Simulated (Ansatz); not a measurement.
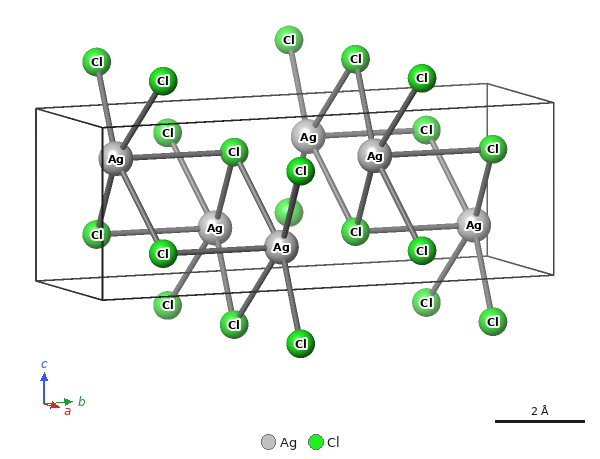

The starting point is crystalline AgCl (set up in Cmcm). The picture is a ball-and-stick view of the conventional cell (2 times the calculation's cell), seen slightly off an axis. Lengths and directions refer to the drawn axes.

Level of theory: DFT, PBEsol, all-electron PAW with datasets made for the crystal, scalar-relativistic in Ansatz 0.2.0. (plane-wave cutoff 260 eV; k-point mesh 9 × 9 × 8; occupations fermi dirac; smearing width 0.03 eV; no spin polarisation)

Change: The cell is strained by 0.0 % along c and +2.0 % across it (volume +4.0 %), the atoms keeping their fractional coordinates. No relaxation follows.

Question: What is the effect?

Answer: The energy rises by 17.8 meV per atom. Pressure: −2.9 GPa before, −4.4 GPa after. The principal stresses (compression positive) are −3.4 GPa along b and −4.9 GPa across it. The largest forces, 0.049 eV/Å, act on 2 Cl atoms of the calculation's cell. Some distances before and after: Ag–Cl 2.912 → 2.970 Å, Ag–Cl 2.733 → 2.760 Å. The space group stays Cmcm (No. 63).

Drawn alike, the variant:

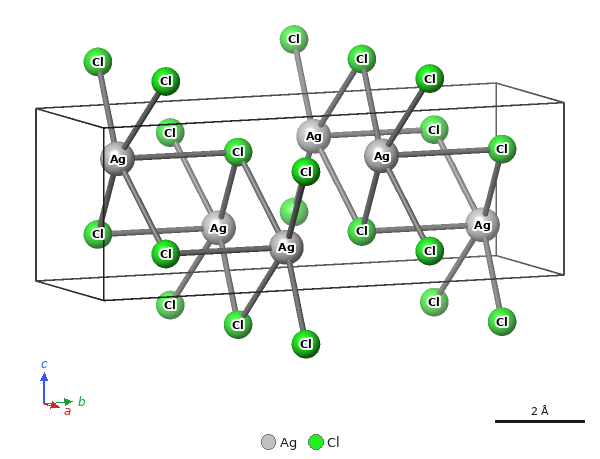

Limits of the set-up: layers or molecules are held without a dispersion correction, so their spacing is unreliable.
